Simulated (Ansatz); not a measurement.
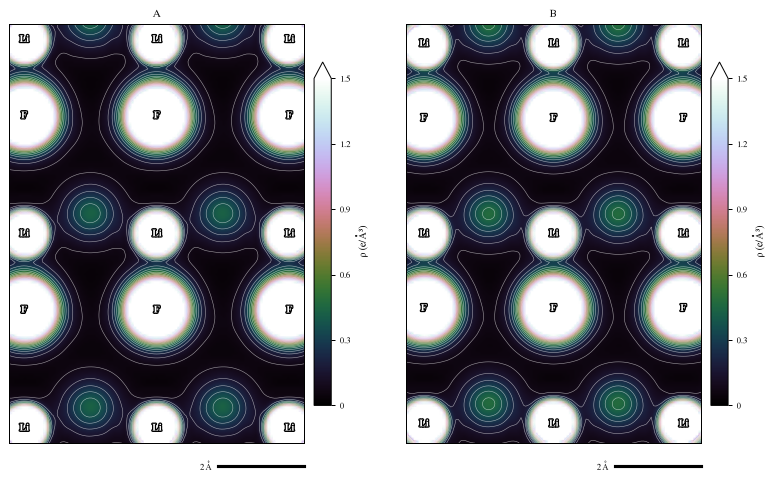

LiF. The valence charge density (pseudo) of two cells that differ in size, on the (010) plane of each (indices in the axes of the calculation cell), at one length scale and on one colour scale: A has 9.3 Å³ an atom and B 8.7.

Computed with DFT LDA, scalar-relativistic, plane waves, PAW (Ansatz).

Core electrons are frozen (PAW), and the valence fields are smoothed inside the atomic spheres.

**What does the compression do to the bonding and the properties?**

From the larger cell to the smaller, Li–F goes from 1.77 to 1.73 Å, and the density at its midpoint from 0.51 to 0.56 e/Å³; the pressure goes from 0.0 to 5 GPa; the Kohn–Sham gap goes from 7.8 eV to 8.2 eV.
